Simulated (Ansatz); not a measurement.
SiO2

```
Si O
1.0
     4.92503    0.00000    0.00000
     0.00000    8.73684    0.00000
     0.00000    0.00000    8.57512
Si O
8 16
Direct
  0.93242 0.17183 0.18348
  0.06758 0.82817 0.18348
  0.43242 0.32817 0.31652
  0.93242 0.17183 0.81652
  0.06758 0.82817 0.81652
  0.43242 0.32817 0.68348
  0.56758 0.67183 0.31652
  0.56758 0.67183 0.68348
  0.01266 0.81043 0.00000
  0.50000 0.50000 0.26218
  0.51266 0.68957 0.50000
  0.98734 0.18957 0.00000
  0.11991 0.29059 0.72190
  0.88009 0.70941 0.72190
  0.00000 0.00000 0.76218
  0.61991 0.20941 0.22190
  0.38009 0.79059 0.22190
  0.50000 0.50000 0.73782
  0.38009 0.79059 0.77810
  0.11991 0.29059 0.27810
  0.61991 0.20941 0.77810
  0.48734 0.31043 0.50000
  0.00000 0.00000 0.23782
  0.88009 0.70941 0.27810
```

Space group Pnnm; a structure from a database of computed crystals, not necessarily the ambient phase.

Computed with Ansatz, DFT LDA, scalar-relativistic, plane waves, PAW.

The density is the valence pseudo-density of a PAW calculation; it isn't the true density close to the nuclei.

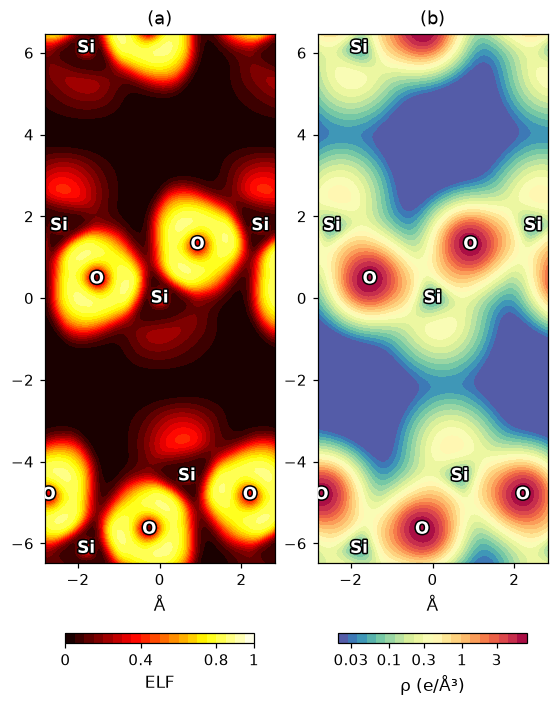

Figure 1. (a) electron localisation function; (b) valence pseudo-density on the (011̄) plane of the conventional cell.

Question: What does the map show?

Answer:
- The plane passes through Si and O nuclei.
- Si–O (1.61 Å): the density is about 1.3 e/Å³ at the midpoint; the ELF peaks at about 0.85 between the atoms; a short, strongly polar bond.
- The density dies away to nearly zero in the voids.
- The ELF also peaks beside O, away from the bonds: lone-pair regions.

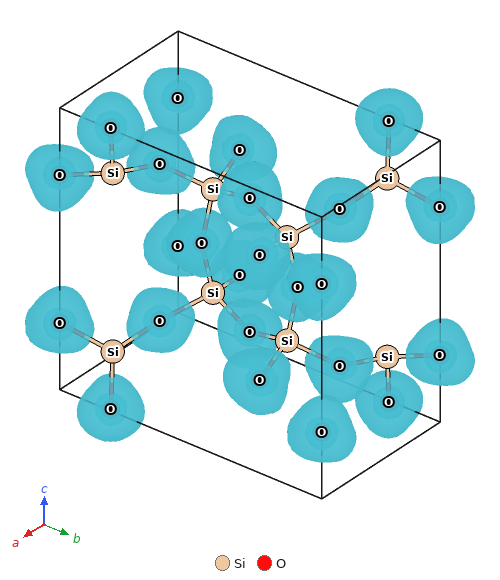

Figure 2. Isosurface of the ELF at 0.75 (cyan), seen at an oblique angle. Core shells and regions of very low density are left out. Sticks mark near contacts.

Question: Describe the localisation domains.

Answer: At this value the surface marks out 16 regions on O in which the atom's valence shell and bonds are merged, counted in one cell of 24 atoms. Any copies at cell faces, edges or corners count once.


Si–O (1.60 Å): the ELF peaks at about 0.85 between the atoms: a short, strongly polar bond.

Question: Does the calculation give a band gap?

Answer: It is gapped, with a Kohn–Sham gap of 5.6 eV on the k-point mesh, an upper bound to the gap of this method.
